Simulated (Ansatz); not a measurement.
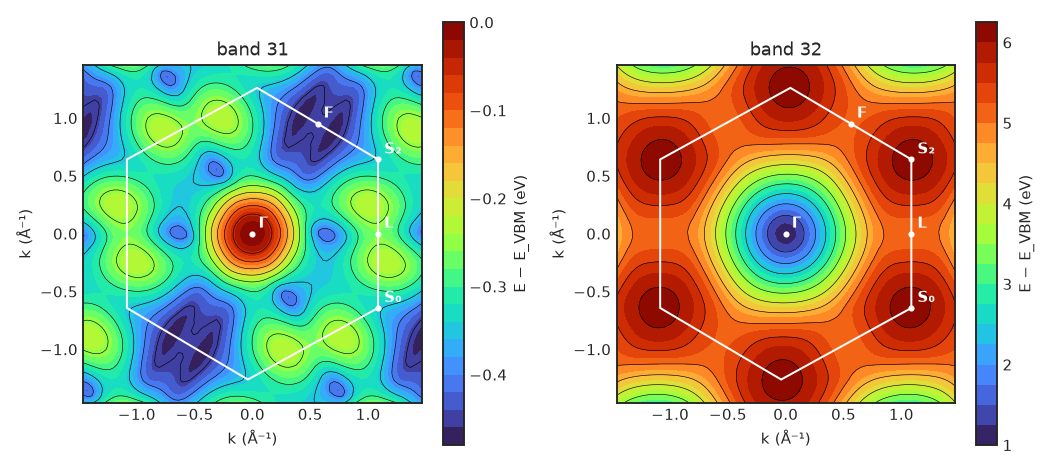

Two bands of ZnInGaO$_{4}$ (R3m) over the plane through Γ, L and F: the highest mostly filled and the lowest mostly empty one.

Level of theory: Ansatz, DFT PBE, scalar-relativistic, plane waves, PAW; levels and slopes on a k mesh at the converged density. No spin polarisation. k mesh for the levels: 18×18×18. The geometry was not relaxed. The cell comes from a database of computed structures, not from a measurement.

### Give both levels and their distance at the named points.

| point | lower band (eV) | upper band (eV) | distance (eV) |
| --- | --- | --- | --- |
| Γ | 0.00 | 1.07 | 1.07 |
| L | −0.26 | 5.11 | 5.37 |
| F | −0.45 | 5.21 | 5.65 |

### Where are the band edges of the whole zone?

The valence band has one maximum at Γ, two bands meeting there, with masses of 0.37 and 2.17 mₑ along x, 0.37 and 2.17 mₑ along y and over 10 mₑ along z; the conduction band has one minimum at Γ, principal masses 0.17, 0.18 and 0.18 mₑ. The gap is direct, 1.07 eV at this level of theory (semilocal functionals give gaps that are too small, and can reorder valleys that lie close).

Spin-orbit coupling, left out here, can change the gap, its kind, the place of the band edges and the masses, since the compound holds In. The mesh is coarse (steps of 0.12 Å⁻¹).
